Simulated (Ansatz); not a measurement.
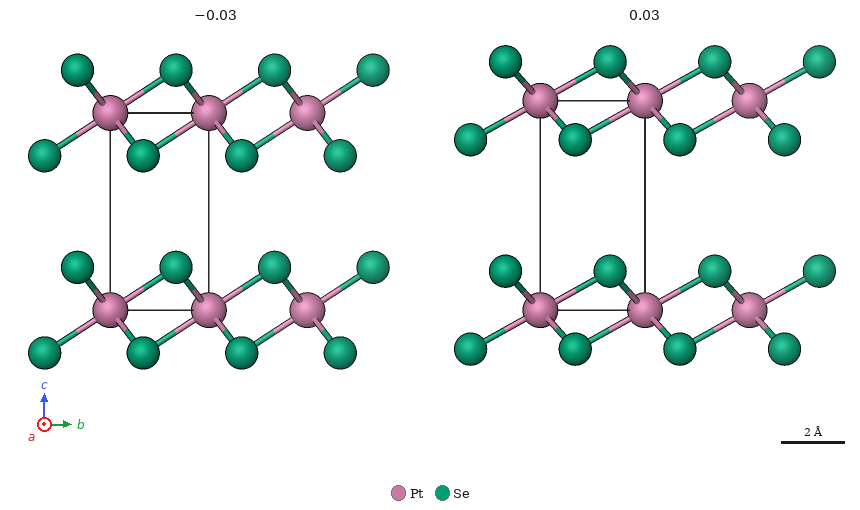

A crystal of PtSe2 (set up in P-3m1), under equal strain along all axes (cell held, atoms relaxed), with energies (extrapolated to zero smearing) counted from the relaxed crystal, which is the row at zero. The picture shows the first and the last member. Style: ball-and-stick. Shown: the cell of the calculation, repeated 1 × 2 × 1 with one cell outlined, along the a axis.

Computed with Ansatz 0.2.0: DFT PBE, scalar-relativistic, plane waves, PAW. Settings: plane-wave cutoff 420 eV; k-point mesh 12 × 12 × 4; occupations gaussian; smearing width 0.02 eV; no spin polarisation; atoms relaxed in a fixed cell; force threshold 0.008 eV/Å.

```tsv
strain	energy (meV/atom)	a (Å)	c (Å)	band gap (eV)
−0.03	23.12	3.639	6.306	0.81
−0.02	10.08	3.677	6.371	0.83
−0.01	?	?	?	?
0.0	0.00	3.752	6.501	0.82
0.01	2.42	3.789	6.566	0.80
0.02	9.46	3.827	6.631	0.77
0.03	20.90	3.864	6.696	0.73
```

Estimate the missing row from the others, and compare with the calculation.

A parabola through three neighbouring rows (−0.03, −0.02, 0.0) gives, with Lagrange weights, (−0.3333)(23.12) + (1.0000)(10.08) + (0.3333)(0.00) = 2.37 meV/atom. The calculation gives 2.47 meV/atom (a = 3.714 Å, c = 6.436 Å). The estimate is 0.10 meV/atom too low. For the gap a parabola through the rows −0.03, −0.02, 0.0 gives 0.83 eV, and the calculation 0.83 eV (semilocal gaps, lower than measured ones as a rule). From the first member to the last: Pt–Se 2.508 → 2.555 Å.

The whole series:

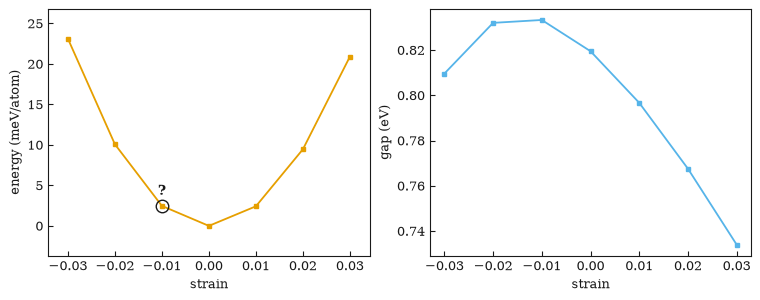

Limits of the set-up: layers or molecules are held without a dispersion correction, so their spacing is unreliable.
